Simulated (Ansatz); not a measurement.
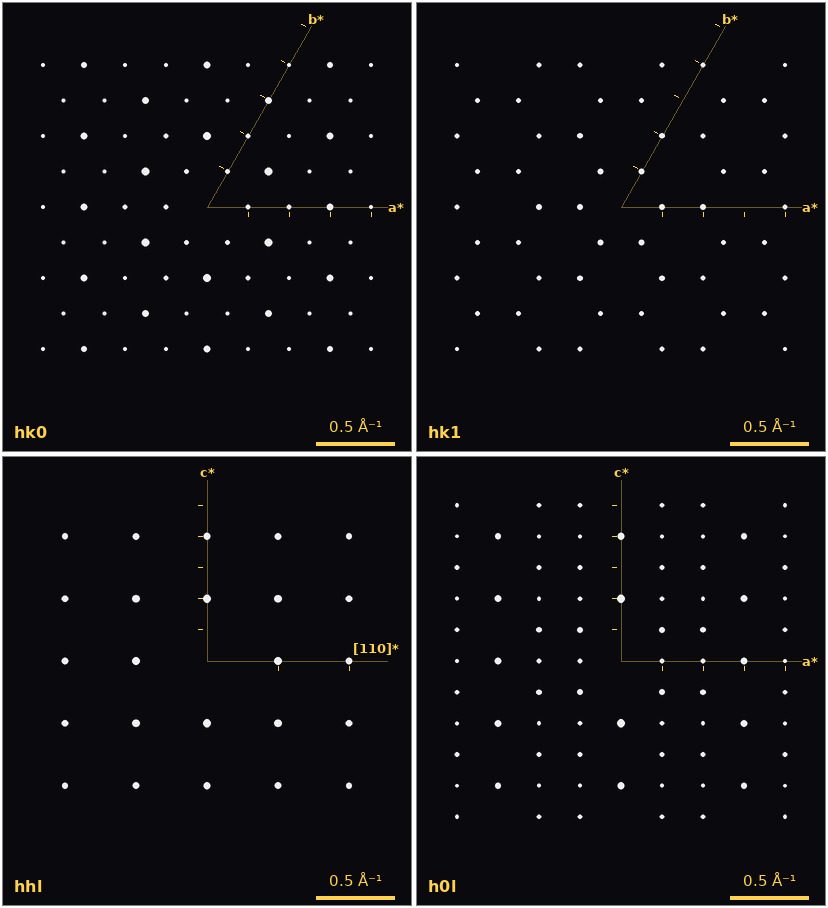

Four undistorted layers of reciprocal space, calculated for a single crystal (X-rays, kinematic |F|², B = 0.5 Å²). Tick marks count the reciprocal lattice steps of the conventional cell along each axis.

### What cell do the layers give?

a* = 0.265, b* = 0.265, c* = 0.202 Å⁻¹, γ* = 60°; the cell is hexagonal with a = 4.35 Å, c = 4.96 Å (hexagonal axes).

### List the systematic absences.

Reflections are present only under these conditions. hkl: no condition; hk0: no condition; h0l: no condition; hhl: l = 2n; 00l: l = 2n. The lattice is primitive (P). Further gaps, such as 0 3 1, 3 0 1, 3 0 3, come from atoms on special positions, not from the group's general conditions.

### Which space groups fit?

The intensities have Laue symmetry 6/mmm (the hk0 layer shows 6mm, hk1 shows 6mm). With these conditions the candidates are P6_3mc (No. 186), P-62c (No. 190), P6_3/mmc (No. 194). Diffraction geometry alone does not choose among them; the structure has P6_3/mmc. The compound is W. Structure: the geometry relaxed with DFT PBE, scalar-relativistic, plane waves, PAW (Ansatz); the starting structure was generated, so it need not be a known form of this composition.
